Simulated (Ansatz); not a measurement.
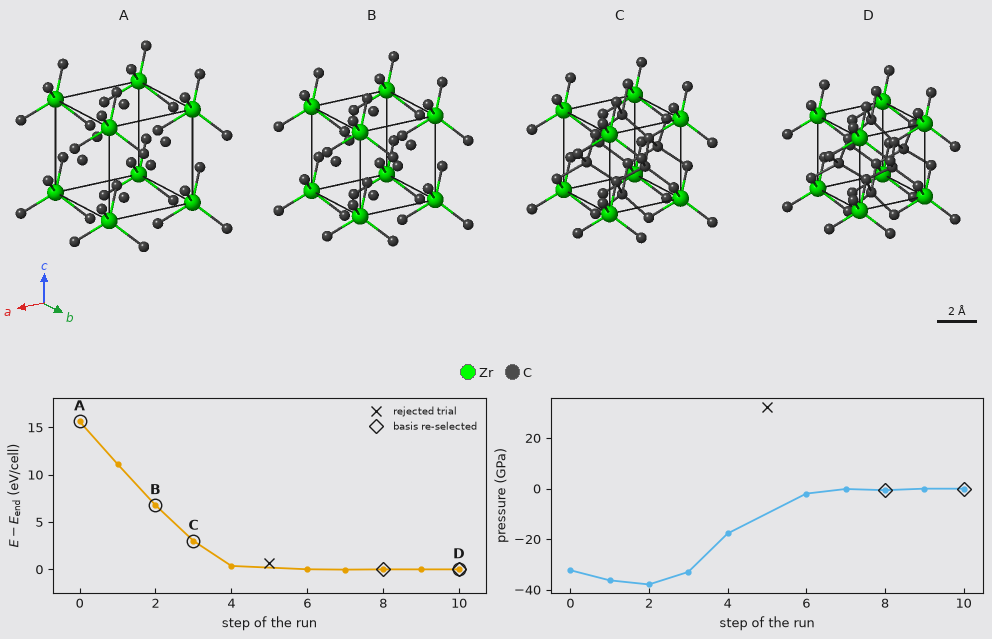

Frames of a relaxation of a crystal of ZrC7 (a generated structure, set up in P-43m) (coarse preliminary run), marked on the history of the run. The picture is a ball-and-stick view of the cell of the calculation, seen from a free direction.

Theory: Ansatz 0.2.0, DFT PBE, scalar-relativistic, plane waves, PAW.

Input
```yaml
crystal:
  lattice:
    - [5.17403522, 0.0, 0.0]
    - [0.0, 5.17403522, 0.0]
    - [0.0, 0.0, 5.17403522]
  atoms:
    - { symbol: Zr, position: [0.0, 0.0, 0.0] }
    - { symbol: C, position: [0.25261521, 0.25261521, 0.25261521] }
    - { symbol: C, position: [0.0, 0.5, 0.5] }
    - { symbol: C, position: [0.5, 0.5, 0.0] }
    - { symbol: C, position: [0.5, 0.0, 0.5] }
    - { symbol: C, position: [0.74738479, 0.25261521, 0.74738479] }
    - { symbol: C, position: [0.74738479, 0.74738479, 0.25261521] }
    - { symbol: C, position: [0.25261521, 0.74738479, 0.74738479] }
basis:
  ecutwfc: 420
kpoints:
  mp_grid: { grid: [4, 4, 4] }
hamiltonian:
  xc: pbe
scf:
  occupations: { method: gaussian, width: 0.1 }
  lower_state_search: "off"
output:
  forces: true
  stress: true
  eigenvalues: true
relax:
  adjacent_minimum: "off"
  f_tol: 0.04
  max_steps: 70
  cell: { stress_tol: 0.4 }
```

Run as
```bash
ansatz run input.yaml --threads 1 --pin off --max-ram 2048MiB --backend cpu --events-out ev --progress --plain --runs-dir out
```

### What happens along the run?

The largest moves relative to the cell, 0.23 Å, are those of C2, C6, C7 and C8. C2 goes along [1 1 1]. Zr stays in place. Cell: a = b = c 5.174 → 4.034 Å (−22.0 %). Volume −52.6 %. Near-neighbour distances that change, for instance: C2–C3 2.233 → 1.681 Å, Zr1–C2 2.264 → 1.994 Å. New bonds form: C2–C3 (2.23 → 1.68 Å), C2–C4 (2.23 → 1.68 Å), C2–C5 (2.23 → 1.68 Å), C3–C6 (2.23 → 1.68 Å). The space group stays P-43m (No. 215). After 7 accepted moves (10 points after the start) the energy has fallen by 15.636 eV per cell of the calculation. The largest force component goes from 0.74 to 0.00018 eV/Å. The pressure goes from −32.26 to −0.02 GPa. The line search rejected the trial step at point 5 of the run. The SCF was repeated twice at an unchanged geometry on a basis and grid sized afresh for the cell, which shifted the energy by 27.1 meV per cell of the calculation at most. Cost: 38 s on 1 thread of Arm Neoverse V1, with other jobs on the host, peak memory 0.3 GiB. From step 0 to 2: C atoms move most (0.11 Å), volume −26.6 %, energy −8.855 eV per cell of the calculation. From step 2 to 3: C atoms move most (0.04 Å), volume −15.3 %, energy −3.768 eV per cell of the calculation. From step 3 to 10: C atoms move most (0.09 Å), volume −23.7 %, energy −3.013 eV per cell of the calculation.

```json
{"step": "0", "E − E(0), meV/atom": "0.00", "largest force component, eV/Å": "0.7401", "pressure, GPa": "-32.26", "volume, Å³/atom": "17.314", "note": ""}
{"step": "1", "E − E(0), meV/atom": "-562.96", "largest force component, eV/Å": "0.6658", "pressure, GPa": "-36.26", "volume, Å³/atom": "14.893", "note": ""}
{"step": "2", "E − E(0), meV/atom": "-1106.84", "largest force component, eV/Å": "0.6220", "pressure, GPa": "-37.88", "volume, Å³/atom": "12.711", "note": ""}
{"step": "3", "E − E(0), meV/atom": "-1577.79", "largest force component, eV/Å": "0.8166", "pressure, GPa": "-32.94", "volume, Å³/atom": "10.760", "note": ""}
{"step": "4", "E − E(0), meV/atom": "-1909.03", "largest force component, eV/Å": "0.0020", "pressure, GPa": "-17.73", "volume, Å³/atom": "9.001", "note": ""}
{"step": "5", "E − E(0), meV/atom": "-1869.61", "largest force component, eV/Å": "1.7093", "pressure, GPa": "32.42", "volume, Å³/atom": "7.496", "note": "rejected"}
{"step": "6", "E − E(0), meV/atom": "-1953.16", "largest force component, eV/Å": "0.5530", "pressure, GPa": "-1.96", "volume, Å³/atom": "8.227", "note": ""}
{"step": "7", "E − E(0), meV/atom": "-1957.79", "largest force component, eV/Å": "0.0116", "pressure, GPa": "-0.15", "volume, Å³/atom": "8.227", "note": ""}
{"step": "8", "E − E(0), meV/atom": "-1954.40", "largest force component, eV/Å": "0.0117", "pressure, GPa": "-0.61", "volume, Å³/atom": "8.227", "note": "same geometry, new basis"}
{"step": "9", "E − E(0), meV/atom": "-1954.51", "largest force component, eV/Å": "0.0001", "pressure, GPa": "-0.01", "volume, Å³/atom": "8.208", "note": ""}
{"step": "10", "E − E(0), meV/atom": "-1954.45", "largest force component, eV/Å": "0.0002", "pressure, GPa": "-0.02", "volume, Å³/atom": "8.208", "note": "same geometry, new basis"}
```
